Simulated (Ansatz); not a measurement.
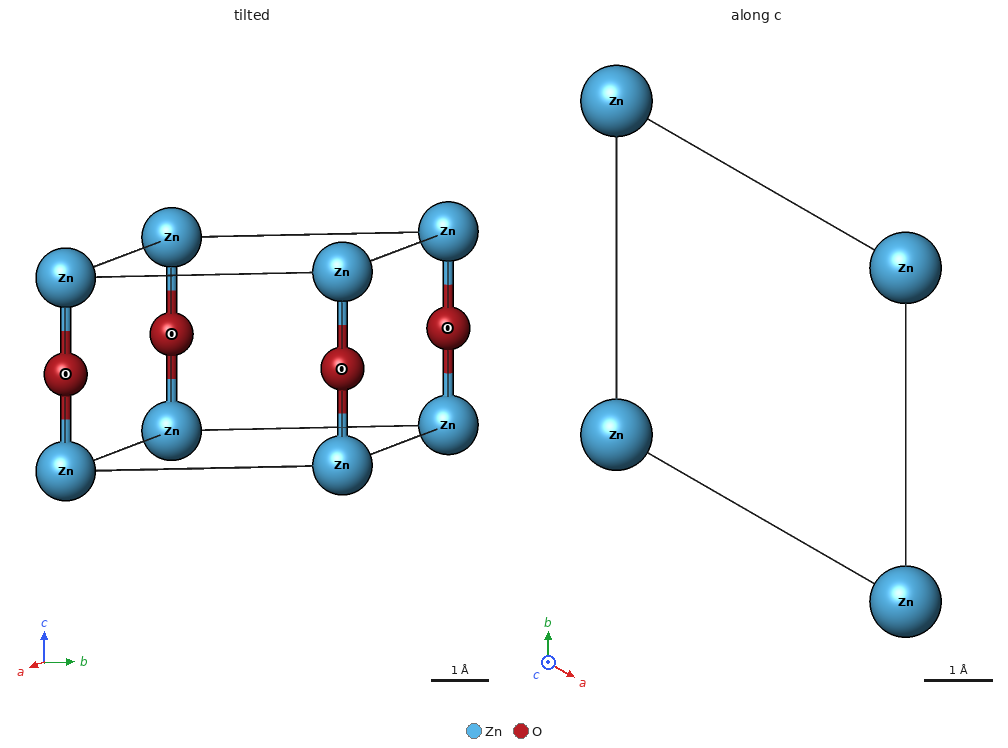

Structure drawing (ball-and-stick), viewed slightly off an axis and along the c axis. The frame is the conventional unit cell; atoms at its boundary are shown with their periodic copies. Cell: a = 4.93 Å, b = 4.93 Å, c = 3.46 Å, α = 90.00°, β = 90.00°, γ = 120.00°.

The structure comes from a random cell made by a generator, so it need not be a real form of the compound. Earlier steps of the study, as a rule a relaxation of our own, may have changed the cell and positions, so they can lie some per cent off the listed ones. It was run through Ansatz as a DFT input.

**What structure is drawn here?**

The formula is ZnO. The space group is P6/mmm (No. 191); the lattice is primitive hexagonal. Counting shared atoms by their share gives 1 Zn, 1 O, or 2 atoms. Zn bonds to two O in a linear arrangement at about 1.7 Å. O is coordinated by two Zn in a linear arrangement at about 1.7 Å. The bonds build ZnO chains along [001].

Computational set-up: Ansatz 0.2.0, DFT PBE, scalar-relativistic, plane waves, PAW, an energy cutoff of 420 eV, the zone sampled with 6×6×8 points, Gaussian smearing of 0.02 eV, no spin polarisation.

**What does the calculation say: metal or gapped?**

A semiconductor at this level, with a gap of 1.80 eV, indirect.

**State the Bader charges by element.**

Zn +1.20 e; O -1.20 e.

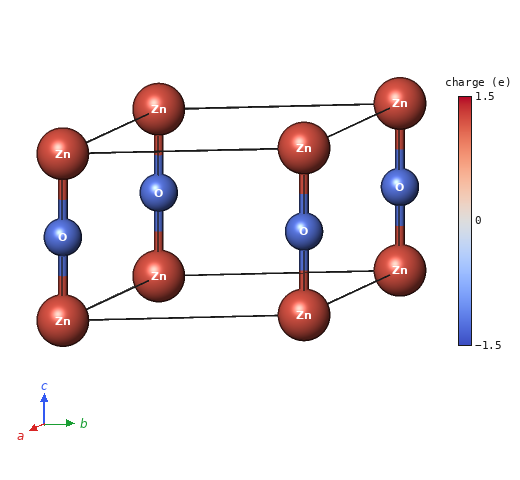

The atoms coloured by those charges. The run's cell of 2 atoms is drawn.

**Is this an equilibrium geometry for the method given?**

Yes. All forces vanish to within 0.01 eV/Å. The pressure is 0.0 GPa, close to zero.
